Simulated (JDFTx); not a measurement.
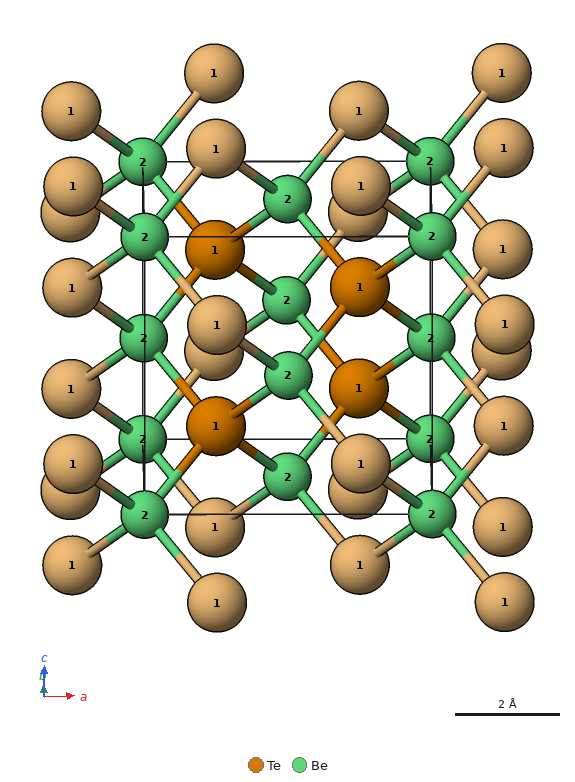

*The input geometry (ball-and-stick view of the cell 4 times as large as that of the calculation, set on its symmetry axes, seen at an oblique angle; neighbours outside the cell are drawn fainter; atoms are numbered from 1 in the order of the input).*

BeTe: band-structure run

The run: band-structure run of BeTe (2 atoms in the cell). Method and program: Kohn-Sham DFT of a periodic cell, PBEsol, PseudoDojo-SR-PBEsol-0.4.1-standard, no spin polarisation (JDFTx 1.7.0 (patched build)).

The structure derives from an entry of the Crystallography Open Database.

## Input file
```
lattice \
    0.0000000000     2.7700000000     2.7700000000 \
    2.7700000000     0.0000000000     2.7700000000 \
    2.7700000000     2.7700000000     0.0000000000
latt-scale 1.889726124626 1.889726124626 1.889726124626
coords-type Lattice
ion Te     0.7500000000     0.7500000000     0.7500000000 1
ion Be     0.0000000000     0.0000000000     0.0000000000 1

ion-species pseudo/Te.upf
ion-species pseudo/Be.upf
elec-cutoff 44 352
elec-ex-corr gga-PBEsol
elec-smearing Fermi 0.0018374661
elec-n-bands 16
electronic-minimize nIterations 30 energyDiffThreshold 1e-06
davidson-band-ratio 1.3
forces-output-coords Cartesian
include path.kpoints
symmetries none
fix-electron-density run.$VAR

dump-name bands.$VAR
dump End Ecomponents EigStats BandEigs Kpoints Forces
```

## File path.kpoints
```
kpoint +0.0000000000 +0.0000000000 +0.0000000000 0.020000000000
kpoint +0.0714285714 +0.0000000000 +0.0714285714 0.020000000000
kpoint +0.1428571429 +0.0000000000 +0.1428571429 0.020000000000
kpoint +0.2142857143 +0.0000000000 +0.2142857143 0.020000000000
kpoint +0.2857142857 +0.0000000000 +0.2857142857 0.020000000000
kpoint +0.3571428571 +0.0000000000 +0.3571428571 0.020000000000
kpoint +0.4285714286 +0.0000000000 +0.4285714286 0.020000000000
kpoint +0.5000000000 +0.0000000000 +0.5000000000 0.020000000000
kpoint +0.5000000000 +0.0833333333 +0.5833333333 0.020000000000
kpoint +0.5000000000 +0.1666666667 +0.6666666667 0.020000000000
kpoint +0.5000000000 +0.2500000000 +0.7500000000 0.020000000000
kpoint +0.4375000000 +0.3125000000 +0.7500000000 0.020000000000
kpoint +0.3750000000 +0.3750000000 +0.7500000000 0.020000000000
kpoint +0.3281250000 +0.3281250000 +0.6562500000 0.020000000000
kpoint +0.2812500000 +0.2812500000 +0.5625000000 0.020000000000
kpoint +0.2343750000 +0.2343750000 +0.4687500000 0.020000000000
kpoint +0.1875000000 +0.1875000000 +0.3750000000 0.020000000000
kpoint +0.1406250000 +0.1406250000 +0.2812500000 0.020000000000
kpoint +0.0937500000 +0.0937500000 +0.1875000000 0.020000000000
kpoint +0.0468750000 +0.0468750000 +0.0937500000 0.020000000000
kpoint +0.0000000000 +0.0000000000 +0.0000000000 0.020000000000
kpoint +0.0833333333 +0.0833333333 +0.0833333333 0.020000000000
kpoint +0.1666666667 +0.1666666667 +0.1666666667 0.020000000000
kpoint +0.2500000000 +0.2500000000 +0.2500000000 0.020000000000
kpoint +0.3333333333 +0.3333333333 +0.3333333333 0.020000000000
kpoint +0.4166666667 +0.4166666667 +0.4166666667 0.020000000000
kpoint +0.5000000000 +0.5000000000 +0.5000000000 0.020000000000
kpoint +0.5250000000 +0.4500000000 +0.5250000000 0.020000000000
kpoint +0.5500000000 +0.4000000000 +0.5500000000 0.020000000000
kpoint +0.5750000000 +0.3500000000 +0.5750000000 0.020000000000
kpoint +0.6000000000 +0.3000000000 +0.6000000000 0.020000000000
kpoint +0.6250000000 +0.2500000000 +0.6250000000 0.020000000000
kpoint +0.5625000000 +0.2500000000 +0.6875000000 0.020000000000
kpoint +0.5000000000 +0.2500000000 +0.7500000000 0.020000000000
kpoint +0.5000000000 +0.2916666667 +0.7083333333 0.020000000000
kpoint +0.5000000000 +0.3333333333 +0.6666666667 0.020000000000
kpoint +0.5000000000 +0.3750000000 +0.6250000000 0.020000000000
kpoint +0.5000000000 +0.4166666667 +0.5833333333 0.020000000000
kpoint +0.5000000000 +0.4583333333 +0.5416666667 0.020000000000
kpoint +0.5000000000 +0.5000000000 +0.5000000000 0.020000000000
kpoint +0.4791666667 +0.4791666667 +0.5416666667 0.020000000000
kpoint +0.4583333333 +0.4583333333 +0.5833333333 0.020000000000
kpoint +0.4375000000 +0.4375000000 +0.6250000000 0.020000000000
kpoint +0.4166666667 +0.4166666667 +0.6666666667 0.020000000000
kpoint +0.3958333333 +0.3958333333 +0.7083333333 0.020000000000
kpoint +0.3750000000 +0.3750000000 +0.7500000000 0.020000000000
kpoint +0.6250000000 +0.2500000000 +0.6250000000 0.020000000000
kpoint +0.5833333333 +0.1666666667 +0.5833333333 0.020000000000
kpoint +0.5416666667 +0.0833333333 +0.5416666667 0.020000000000
kpoint +0.5000000000 +0.0000000000 +0.5000000000 0.020000000000
```

Machine: 1 thread of Arm Neoverse V1, 24 GiB of memory available, shared host.

Launched with:
```bash
jdftx -c 1 -i bands.in -o bands.out
```

## The program's output
```
*************** JDFTx 1.7.0 (patched build) ***************

Input parsed successfully to the following command list (including defaults):
[... the input with its defaults ...]

---------- Initializing the Grid ----------
R =
[            0      5.23454      5.23454  ]
[      5.23454            0      5.23454  ]
[      5.23454      5.23454            0  ]
unit cell volume = 286.857
G =
[  -0.600166   0.600166   0.600166  ]
[   0.600166  -0.600166   0.600166  ]
[   0.600166   0.600166  -0.600166  ]
Minimum fftbox size, Smin = [  64  64  64  ]
Chosen fftbox size, S = [  64  64  64  ]

---------- Initializing tighter grid for wavefunction operations ----------
R =
[            0      5.23454      5.23454  ]
[      5.23454            0      5.23454  ]
[      5.23454      5.23454            0  ]
unit cell volume = 286.857
G =
[  -0.600166   0.600166   0.600166  ]
[   0.600166  -0.600166   0.600166  ]
[   0.600166   0.600166  -0.600166  ]
Minimum fftbox size, Smin = [  48  48  48  ]
Chosen fftbox size, S = [  48  48  48  ]

---------- Exchange Correlation functional ----------
Initalized PBEsol GGA exchange.
Initalized PBEsol GGA correlation.

---------- Setting up pseudopotentials ----------
Width of ionic core gaussian charges (only for fluid interactions / plotting) set to 0

Reading pseudopotential file 'pseudo/Te.upf':
  'Te' pseudopotential, 'PBESOL' functional
  Generated using ONCVPSP code by D. R. Hamann
  16 valence electrons, 3 orbitals, 6 projectors, 1001 radial grid points, with lMax = 2
    4D    l: 2   occupation: 10.0   eigenvalue: -1.528329
    5S    l: 0   occupation:  2.0   eigenvalue: -0.556831
    5P    l: 1   occupation:  4.0   eigenvalue: -0.219319
  Core radius for overlap checks: 2.04 bohrs.

Reading pseudopotential file 'pseudo/Be.upf':
  'Be' pseudopotential, 'PBESOL' functional
  Generated using ONCVPSP code by D. R. Hamann
  4 valence electrons, 2 orbitals, 4 projectors, 1001 radial grid points, with lMax = 1
    1S    l: 0   occupation:  2.0   eigenvalue: -3.875373
    2S    l: 0   occupation:  2.0   eigenvalue: -0.203711
  Core radius for overlap checks: 1.30 bohrs.

Initialized 2 species with 2 total atoms.

Folded 50 k-points by 1x1x1 to 50 k-points.

---------- Setting up k-points, bands, fillings ----------
No reducable k-points.
Computing the number of bands and number of electrons
Calculating initial fillings.
nElectrons:  20.000000   nBands: 16   nStates: 50

----- Setting up reduced wavefunction bases (one per k-point) -----
average nbasis = 3998.360 , ideal nbasis = 3998.885

---------- Setting up ewald sum ----------
Optimum gaussian width for ewald sums = 2.377438 bohr.
Real space sum over 1331 unit cells with max indices [  5  5  5  ]
Reciprocal space sum over 2197 terms with max indices [  6  6  6  ]

---------- Allocating electronic variables ----------
Reading n from file 'run.n' ... done
Initializing wave functions:  linear combination of atomic orbitals
Note: number of bands (16) exceeds available atomic orbitals (11)

----------- Band structure minimization -------------
Minimization will be done independently for each quantum number.

---- Minimization of quantum number:     0  [ +0.0000000 +0.0000000 +0.0000000 ]  0.040000000 ----
BandDavidson: Iter:   0  Eband: -0.139621734849699
BandDavidson: Iter:   1  Eband: -0.178174758289326  dEband: -3.855302e-02
BandDavidson: Iter:   2  Eband: -0.185232555941099  dEband: -7.057798e-03
BandDavidson: Iter:   3  Eband: -0.185843393640808  dEband: -6.108377e-04
[... 632 lines of inner loops ...]
BandDavidson: Iter:   8  Eband: -0.175567117585724  dEband: -1.644512e-06
BandDavidson: Iter:   9  Eband: -0.175567747812134  dEband: -6.302264e-07
BandDavidson: Converged (dEband<1.000000e-06)
	FillingsUpdate:  mu: +0.339410986  nElectrons: 20.000000

Dumping 'bands.eigStats' ...
	eMin: -3.346534 at state 0 ( [ +0.000000 +0.000000 +0.000000 ] spin 0 )
	HOMO: +0.306227 at state 0 ( [ +0.000000 +0.000000 +0.000000 ] spin 0 )
	mu  : +0.339411
	LUMO: +0.370576 at state 49 ( [ +0.500000 +0.000000 +0.500000 ] spin 0 )
	eMax: +0.802674 at state 49 ( [ +0.500000 +0.000000 +0.500000 ] spin 0 )
	HOMO-LUMO gap: +0.064349
	Optical gap  : +0.132305 at state 0 ( [ +0.000000 +0.000000 +0.000000 ] spin 0 )
Done!
```

## Summary

| quantity | value |
| --- | --- |
| outcome | converged |
| space group (tolerance 0.01 Å) | F-43m (216) |
| electrons treated | 20 |
| gap on the band path | 1.75 eV |
| wall time | 43 s |
| peak memory | 0.12 GiB |
